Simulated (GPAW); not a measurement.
The compound is Li2S (space group Fm-3m, No. 225), taken as an entry of the Crystallography Open Database, as set up for an electronic-structure calculation.

Space group Fm-3m (No. 225). a = 5.689 Å, b = 5.689 Å, c = 5.689 Å, α = 90.00°, β = 90.00°, γ = 90.00°

| atom | site | symmetry | x | y | z |
| --- | --- | --- | --- | --- | --- |
| S | 4a | m-3m | 0.0000 | 0.0000 | 0.0000 |
| Li | 8c | -43m | 0.2500 | 0.2500 | 0.7500 |

Describe how the polyhedra about Li are linked (bonds: Li–S below 2.8 Å).

Li: LiS4 tetrahedron, sharing edges with six neighbours and corners with 16 neighbours.

They form a three-dimensional framework of corner- and edge-sharing tetrahedra.

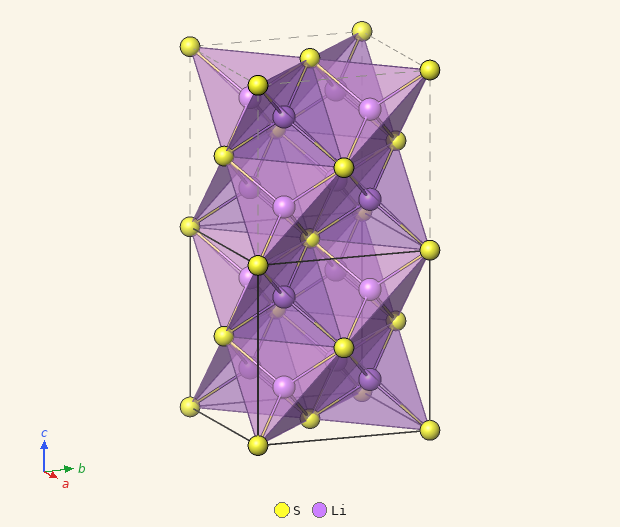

Polyhedra are drawn about Li (bonds: Li–S below 2.8 Å); other atoms are plain spheres.
